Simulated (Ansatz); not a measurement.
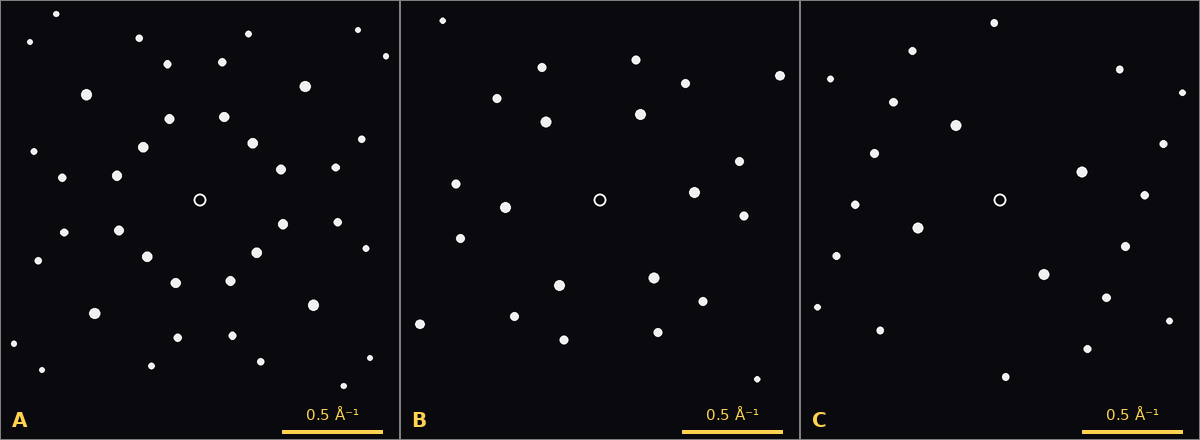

Simulated selected-area electron diffraction patterns (300 kV, kinematic approximation, thin crystal, B = 0.5 Å² for all atoms).

All three come from Pt, space group Pm-3n (No. 223), a = 5.172 Å. Structure: the input geometry of an electronic-structure calculation (not necessarily at equilibrium); the starting structure was generated, so it need not be a known form of this composition.

**Assign the zone axes [001], [111], [211] to A, B and C.**

A is [001]: square net of 1 0 0 (itself extinct) at d = 5.17 Å and 0 1 0 (itself extinct) at d = 5.17 Å, at 90.0°. B is [111]: hexagonal net of -1 1 0 (itself too weak to see) at d = 3.66 Å and -1 0 1 (itself too weak to see) at d = 3.66 Å, at 60.0°. C is [211]: rectangular net of 0 1 -1 (itself too weak to see) at d = 3.66 Å and -1 1 1 (itself extinct) at d = 2.99 Å, at 90.0°.
